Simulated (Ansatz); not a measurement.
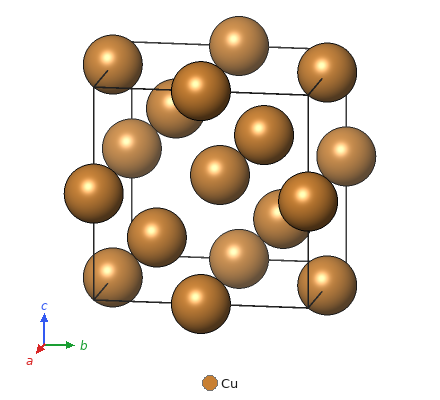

The structure; the drawing may span several cells.

Structure (in its standard cell), coordinates from a relaxation with Ansatz, DFT, revPBE, plane waves (420 eV) with PAW, scalar-relativistic; the starting structure was generated, so it need not be a known form of this composition:

```cif
data_structure
_symmetry_space_group_name_H-M 'Fd-3m:1'
_symmetry_Int_Tables_number 227
_cell_length_a 5.4181
_cell_length_b 5.4181
_cell_length_c 5.4181
_cell_angle_alpha 90.000
_cell_angle_beta 90.000
_cell_angle_gamma 90.000
_cell_volume 159.05
loop_
_atom_site_label
_atom_site_type_symbol
_atom_site_symmetry_multiplicity
_atom_site_Wyckoff_symbol
_atom_site_fract_x
_atom_site_fract_y
_atom_site_fract_z
_atom_site_occupancy
Cu1 Cu 8 b 0.25000 0.25000 0.75000 1
```

Q: What does the kinematic electron diffraction pattern along [111] look like at 200 kV (B = 0.5 Å²)?

A: The spots form a hexagonal net with both shortest vectors at d = 1.92 Å, 60.0° apart. They are -2 2 0 and -2 0 2. The pattern has symmetry 6mm. The lattice centring (F) removes all reflections that break h + k = 2n, h + l = 2n.

Strongest reflections with d > 0.80 Å, one of each family (|F|² from tabulated Gaussian fits of the electron scattering factors, times a small damping for the curvature of the Ewald sphere):

```
    hkl  d (Å)  I (strongest = 100)
 2 0 -2  1.916                  100
4 -2 -2  1.106                   32
 4 0 -4  0.958                   21
```

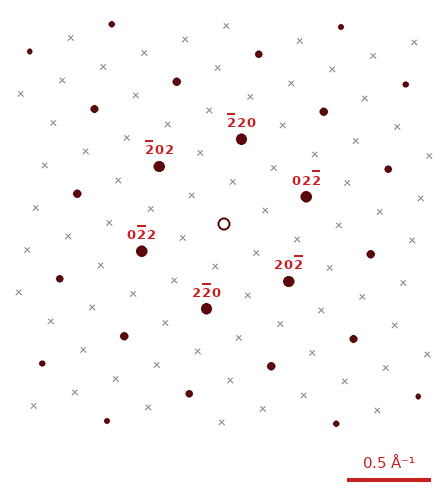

Calculated pattern, seen from the source side with [111] pointing towards the source; crosses mark the places of extinct reflections.
